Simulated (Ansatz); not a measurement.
**ScAl: density, localisation and related maps**

```cif
data_structure
_symmetry_space_group_name_H-M 'P 1'
_symmetry_Int_Tables_number 1
_cell_length_a 3.3703
_cell_length_b 3.3703
_cell_length_c 3.3703
_cell_angle_alpha 90.000
_cell_angle_beta 90.000
_cell_angle_gamma 90.000
_cell_volume 38.28
loop_
_atom_site_label
_atom_site_type_symbol
_atom_site_fract_x
_atom_site_fract_y
_atom_site_fract_z
_atom_site_occupancy
Sc1 Sc 0.50000 0.50000 0.50000 1
Al1 Al 0.00000 0.00000 0.00000 1
```

Space group Pm-3m; a structure from a database of computed crystals, not necessarily the ambient phase.

All numbers below come from DFT r2SCAN, scalar-relativistic, plane waves, PAW (Ansatz).

In a PAW calculation such maps are meaningful between the atoms, not at the nuclei.

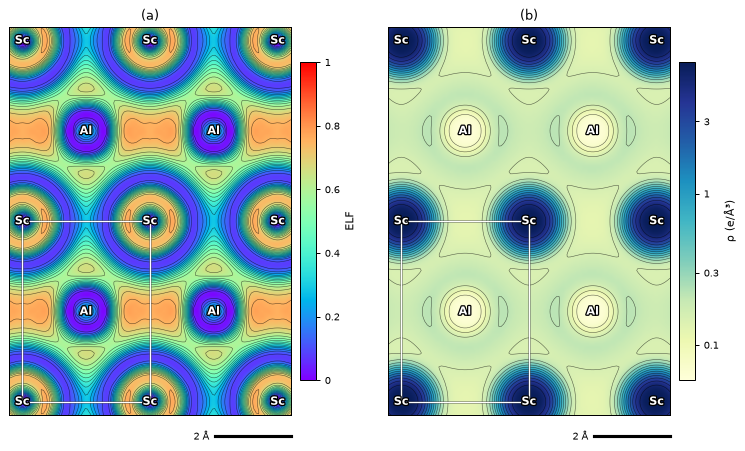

Figure 1. (a) ELF; (b) valence pseudo-density on the (110) plane of the conventional cell.

Q: Describe what can be read from this map.

A:
- Atoms in the plane: Sc and Al.
- Sc–Al (2.92 Å): ρ is about 0.16 e/Å³ halfway; the ELF peaks at about 0.60 in the valence shell of Al, 1.1 Å from its nucleus, and is about 0.30 at the midpoint: no shared electron pair shows on this line.
- Between the atoms the lowest density in this plane is 0.12 e/Å³.
- The features right at Sc lie inside the PAW spheres, where the map follows smoothed inner orbitals and isn't to be read closely.

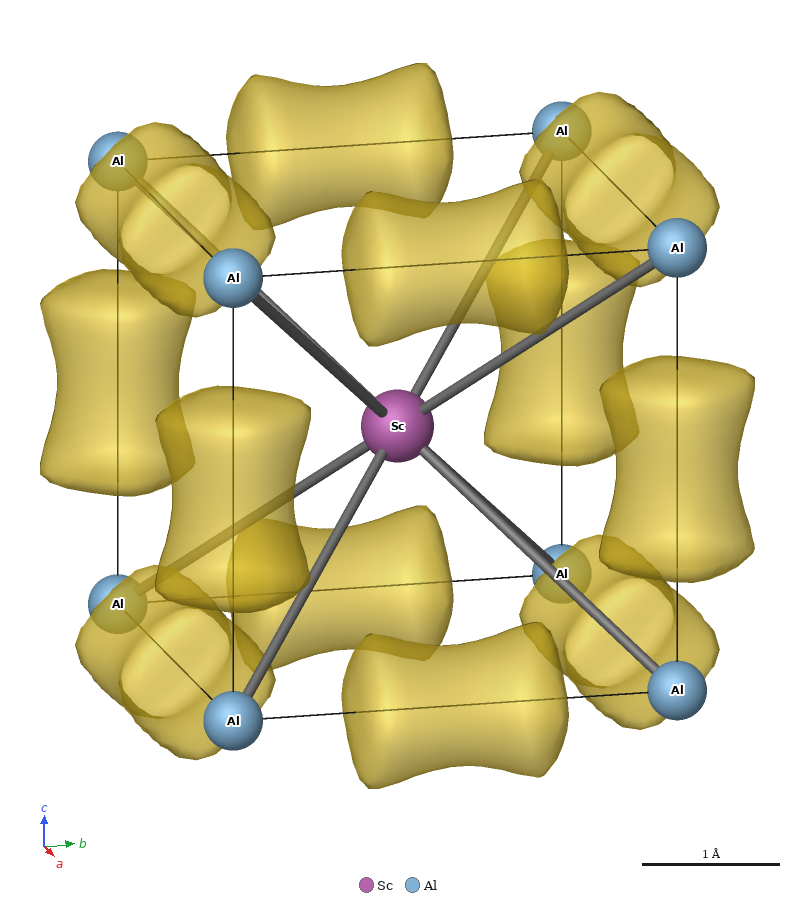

Figure 2. Isosurface of the electron localisation function at 0.7 (yellow), seen slightly off an axis. Core shells and regions of very low density are left out. Sticks mark near contacts.

Q: Describe the localisation domains.

A: The surface consists of three pockets between the atoms, centred on no nucleus (multi-centre or interstitial), counted in one cell of 2 atoms. Any copies at cell faces, edges or corners count once.

Q: Metal or insulator at this level of theory?

A: It is metallic or semimetallic at this level of theory: no gap opens.
